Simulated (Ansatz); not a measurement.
SiC: single-point calculation (part 2 of 2)

SiC (32 atoms in the cell); DFT HSE06, scalar-relativistic, plane waves, PAW, no spin polarisation (Ansatz 0.2.0); cutoff 420 eV, 2×2×2 k-mesh, Gaussian smearing of 0.01 eV. The structure derives from a Materials Project entry. It belongs to a series of runs on one base structure; here: the perfect crystal in a cell of 32 atoms.

Output, continued:
```
--- Forces (eV/Å), atoms counted from 1 ---
  atom   1  Si     0.00000000    -0.00000000     0.03812285
  atom   2  Si    -0.00000000    -0.00000000     0.03812285
  atom   3  Si     0.00000000    -0.00000000     0.03812285
  atom   4  Si    -0.00000000    -0.00000000     0.03812285
  atom   5  Si     0.00000000     0.00000000     0.03812285
  atom   6  Si    -0.00000000     0.00000000     0.03812285
  atom   7  Si    -0.00000000    -0.00000000     0.03812285
  atom   8  Si     0.00000000     0.00000000     0.03812285
  atom   9  Si     0.00000000     0.00000000     0.03796658
  atom  10  Si     0.00000000     0.00000000     0.03796658
  atom  11  Si     0.00000000     0.00000000     0.03796658
  atom  12  Si     0.00000000     0.00000000     0.03796658
  atom  13  Si    -0.00000000     0.00000000     0.03796658
  atom  14  Si    -0.00000000    -0.00000000     0.03796658
  atom  15  Si    -0.00000000     0.00000000     0.03796658
  atom  16  Si    -0.00000000     0.00000000     0.03796658
  atom  17  C     -0.00000000     0.00000000    -0.04196192
  atom  18  C     -0.00000000    -0.00000000    -0.04196192
  atom  19  C     -0.00000000    -0.00000000    -0.04196192
  atom  20  C     -0.00000000     0.00000000    -0.04196192
  atom  21  C      0.00000000     0.00000000    -0.04196192
  atom  22  C      0.00000000     0.00000000    -0.04196192
  atom  23  C     -0.00000000    -0.00000000    -0.04196192
  atom  24  C      0.00000000     0.00000000    -0.04196192
  atom  25  C     -0.00000000     0.00000000    -0.03411468
  atom  26  C     -0.00000000    -0.00000000    -0.03411468
  atom  27  C     -0.00000000     0.00000000    -0.03411468
  atom  28  C     -0.00000000    -0.00000000    -0.03411468
  atom  29  C      0.00000000    -0.00000000    -0.03411468
  atom  30  C      0.00000000    -0.00000000    -0.03411468
  atom  31  C      0.00000000    -0.00000000    -0.03411468
  atom  32  C      0.00000000    -0.00000000    -0.03411468
  max |Σ_I F_I| component: 1.03e-4 eV/Å
--- Stress (GPa, compression-positive) ---
        0.610814       0.000000      -0.000000
       -0.000000       0.610814      -0.000000
        0.000000      -0.000000      -0.680410
  P = ⅓ Tr σ = 0.1804 GPa (1.804 kbar)
--- Band table (eV) ---
  k-point 0: bands = ["-8.0690", "-6.7813", "-6.7457", "-4.3496", "-4.3496", "-4.3496", "-4.1914", "-3.7642", "-3.7642", "-3.7642", "-3.5001", "-3.5001", "-3.5001", "-2.7062", "-2.7062", "-2.7062", "-0.4202", "-0.3409", "-0.3409", "-0.3409", "-0.0012", "-0.0012", "-0.0012", "1.3197", "1.3197", "1.3197", "1.7745", "1.7745", "1.7745", "3.6925", "3.6925", "3.6925", "4.2452", "4.2929", "4.5970", "4.5970", "4.5970", "5.4463", "5.4463", "5.4463", "6.4102", "6.4102", "6.4102", "6.4322", "6.4322", "6.4322", "6.6217", "6.6217", "6.6217", "7.3371", "7.3371", "7.3371", "7.7194", "7.7194", "7.8007", "7.8007", "7.8007", "8.2291", "8.2291", "8.3932", "8.3932", "9.0136", "9.0361", "9.0361", "12.1884", "12.1884", "12.1884", "12.3444", "12.3444", "12.3444", "14.3452", "14.3452", "14.3452", "14.9332", "14.9332", "14.9332", "15.3759", "15.4824", "15.4824", "15.4824", "15.9842", "15.9957", "15.9957", "15.9957", "16.6594", "16.6961", "17.3080", "17.3080", "17.3082", "17.3082", "17.4860", "17.4860", "17.4860", "17.7880", "17.9391", "17.9391"]
  k-point 1: bands = ["-7.7363", "-7.7363", "-5.2874", "-5.2874", "-4.1502", "-4.1502", "-4.1502", "-4.1502", "-4.1502", "-4.1502", "-3.0440", "-3.0440", "-3.0440", "-3.0440", "-3.0440", "-3.0440", "0.1725", "0.1725", "0.1725", "0.1725", "0.1725", "0.1725", "0.9521", "0.9521", "0.9521", "0.9521", "0.9521", "0.9521", "1.2294", "1.2294", "4.8741", "4.8741", "4.8741", "4.8741", "4.8741", "4.8741", "5.7056", "5.7056", "5.7056", "5.7056", "5.7056", "5.7056", "6.3633", "6.3633", "6.3633", "6.3633", "6.3633", "6.3633", "7.3294", "7.3294", "7.3294", "7.3294", "7.3294", "7.3294", "7.3889", "7.3889", "7.8790", "7.8790", "7.8790", "7.8790", "8.8087", "8.8087", "8.8087", "8.8087", "12.6314", "12.6314", "12.6314", "12.6314", "12.6314", "12.6314", "14.3215", "14.3215", "14.3215", "14.3215", "14.3215", "14.3215", "15.5945", "15.5945", "16.3887", "16.3887", "16.3887", "16.3887", "16.3887", "16.3887", "17.1432", "17.1432", "17.3950", "17.3950", "17.3950", "17.3950", "17.6071", "17.6071", "17.6071", "17.6071", "17.6071", "17.6071"]
  k-point 2: bands = ["-6.9050", "-6.9050", "-5.6663", "-5.6663", "-5.6229", "-5.6229", "-4.7884", "-4.7884", "-3.7872", "-3.7872", "-3.7194", "-3.7194", "-3.2669", "-3.2669", "-2.3761", "-2.3761", "0.6046", "0.6046", "1.0703", "1.0703", "1.2622", "1.2622", "1.5004", "1.5004", "2.5688", "2.5688", "3.2085", "3.2085", "3.2380", "3.2380", "3.4206", "3.4206", "3.6385", "3.6385", "4.0124", "4.0124", "4.0154", "4.0154", "5.0101", "5.0101", "5.4543", "5.4543", "5.6057", "5.6057", "5.7132", "5.7132", "6.2186", "6.2186", "6.2226", "6.2226", "6.3402", "6.3402", "6.7585", "6.7585", "6.9027", "6.9027", "7.2106", "7.2106", "7.2493", "7.2493", "8.1693", "8.1693", "8.4376", "8.4376", "13.7067", "13.7067", "13.8788", "13.8788", "14.4163", "14.4163", "14.5978", "14.5978", "14.9712", "14.9712", "15.2637", "15.2637", "16.3740", "16.3740", "16.7003", "16.7003", "17.0286", "17.0286", "17.0487", "17.0487", "18.0828", "18.0828", "18.1046", "18.1046", "18.1194", "18.1194", "18.1593", "18.1593", "18.4535", "18.4535", "18.8898", "18.8898"]
  k-point 3: bands = ["-6.5824", "-6.5824", "-6.5824", "-6.5824", "-4.5127", "-4.5127", "-4.5127", "-4.5127", "-4.2499", "-4.2499", "-4.2499", "-4.2499", "-2.8173", "-2.8173", "-2.8173", "-2.8173", "0.9851", "0.9851", "0.9851", "0.9851", "1.8644", "1.8644", "1.8644", "1.8644", "1.9996", "1.9996", "1.9996", "1.9996", "3.8593", "3.8593", "3.8593", "3.8593", "3.9765", "3.9765", "3.9765", "3.9765", "4.4543", "4.4543", "4.4543", "4.4543", "5.1708", "5.1708", "5.1708", "5.1708", "5.2368", "5.2368", "5.2368", "5.2368", "6.5790", "6.5790", "6.5790", "6.5790", "7.2496", "7.2496", "7.2496", "7.2496", "7.6722", "7.6722", "7.6722", "7.6722", "8.0339", "8.0339", "8.0339", "8.0339", "13.9576", "13.9576", "13.9576", "13.9576", "14.0587", "14.0587", "14.0587", "14.0587", "15.7913", "15.7913", "15.7913", "15.7913", "15.9707", "15.9707", "15.9707", "15.9707", "17.1045", "17.1045", "17.1045", "17.1045", "17.2494", "17.2494", "17.2494", "17.2494", "18.8064", "18.8064", "18.8064", "18.8064", "18.8478", "18.8478", "18.8478", "18.8478"]
```

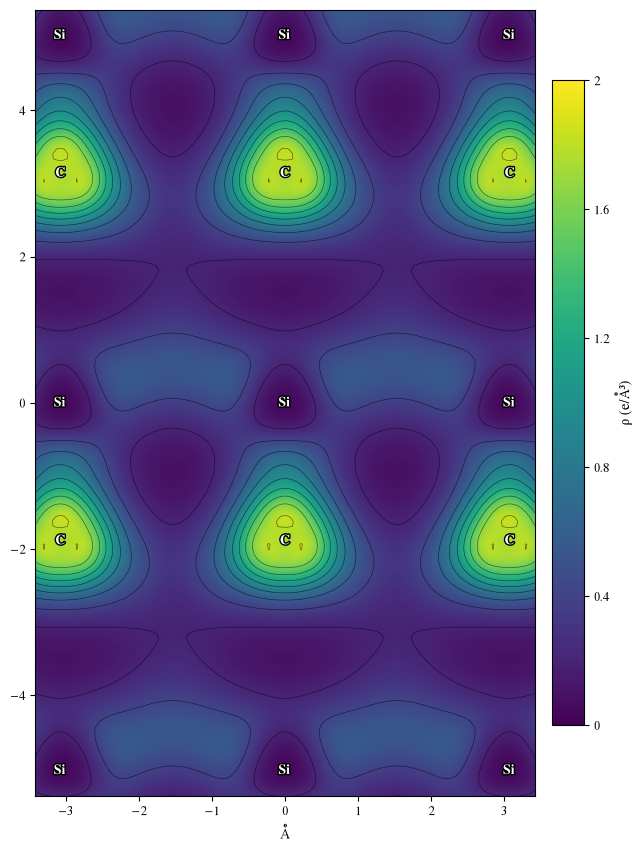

Fig. 1: Valence charge density (pseudo) on the (010) plane of the calculation cell. The section cuts through Si and C sites. Si–C (1.89 Å): the density is about 0.9 e/Å³ at the midpoint. Away from the nuclei the density in this plane falls to 0.09 e/Å³ at its lowest. Core electrons are frozen (PAW), so the fields are smoothed inside the atomic spheres.

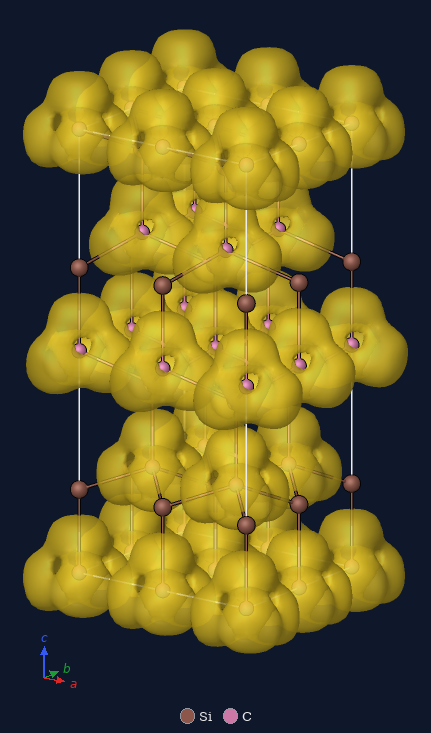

Fig. 2: Isosurface of the electron localisation function at 0.7 (yellow), seen slightly off an axis. Core shells and regions of very low density are left out. Sticks mark near contacts. The outline is the calculation cell. Values along the shortest contacts:

Results in brief:

| quantity | value |
| --- | --- |
| outcome | converged |
| space group (tolerance 0.01 Å) | P6₃mc (186) |
| electrons treated | 128 |
| free energy | −14203.7471 eV |
| Fermi energy | 10.612 eV |
| gap on the k-point mesh | 3.15 eV |
| pressure | 0.18 GPa |
| largest force (length of the vector) | 0.042 eV/Å |
| hardware | 8 threads of AMD EPYC (Zen 5), 64 GiB of memory available, shared host |
| wall time | 12 s (CPU time 84 s) |
| peak memory | 3.2 GiB |

Remarks:

Warnings of the run: the exchange loop's threshold is looser than advised for the stress; the SCF threshold is looser than advised for the printed stress.
